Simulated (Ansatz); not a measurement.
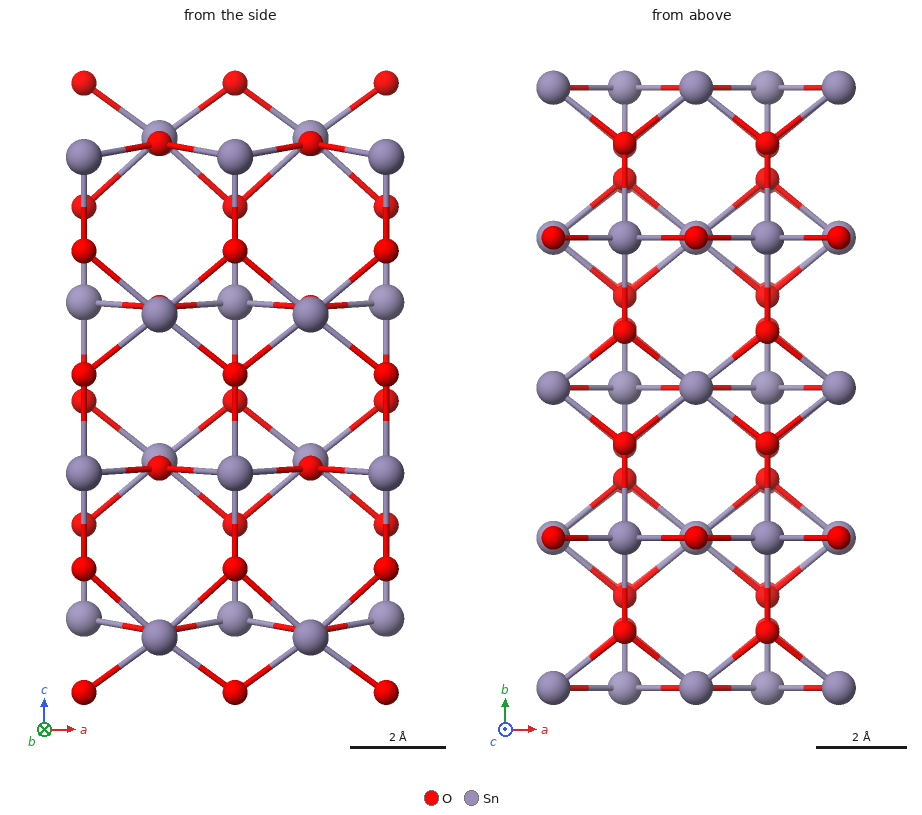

A ball-and-stick picture of a periodic slab, seen from the side and from above. The surface normal points up in side views; the vacuum is left out. 2×2 cells are drawn in the plane, with atoms at the edges repeated.

The cell holds 8 Sn, 16 O. The slab was cut from bulk SnO2 (P4_2/mnm).

Q: Are the two faces alike, and what ends them?

A: The top face ends in O, the bottom face in O. The two faces are alike.

Q: How far apart are the outermost atoms along the normal?

A: About 13 Å from the lowest to the highest atom.

Q: Which lattice plane is parallel to the surface?

A: (1 1 0).

Results below were computed with DFT r2SCAN, scalar-relativistic, plane waves, PAW (Ansatz); the settings were plane-wave cutoff 500 eV, an 8×4×1 sampling of the Brillouin zone, Gaussian smearing of 0.05 eV, no spin polarisation.

Q: How far below the vacuum level of the top face are the band edges?

A: The valence edge lies 7.83 eV below it (ionisation potential) and the conduction edge 6.41 eV (electron affinity). These are Kohn-Sham band edges, only estimates of the true removal and addition energies, and on cut faces they can belong to dangling-bond states in place of the bulk bands.

The model was built from a structure listed in the Materials Project, from which a slab was cut. The atoms were relaxed in a fixed cell with DFT r2SCAN, scalar-relativistic, plane waves, PAW (Ansatz 0.2.0).
